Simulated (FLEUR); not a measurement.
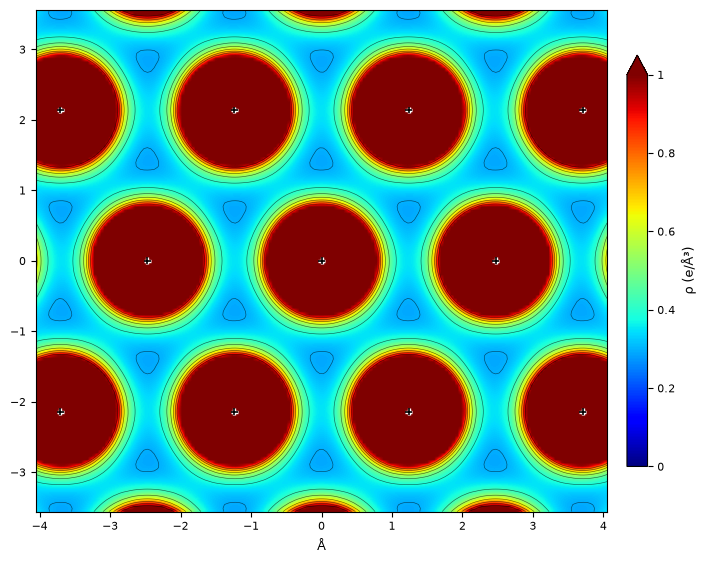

The total electron density on a plane through atoms (crosses mark nuclei in the plane).

Computed with Kohn-Sham DFT of a periodic cell, PBE, all-electron (FLEUR).

Candidates:
A. Ni, a = 3.48 Å, b = 3.48 Å, c = 3.48 Å, α = 90.00°, β = 90.00°, γ = 90.00°. Space group Fm-3m; a structure from a database of computed crystals, not necessarily the ambient phase; spin-polarised.
B. Co, a = 2.47 Å, b = 2.47 Å, c = 8.09 Å, α = 90.00°, β = 90.00°, γ = 120.00°. Space group P6₃/mmc; a structure from a database of computed crystals, not necessarily the ambient phase; spin-polarised.

Question: Which candidate gave the map?

Answer: Candidate B: Co on the (001) plane of the conventional cell, which holds Co. Co–Co (2.47 Å): ρ at the midpoint is about 0.35 e/Å³.
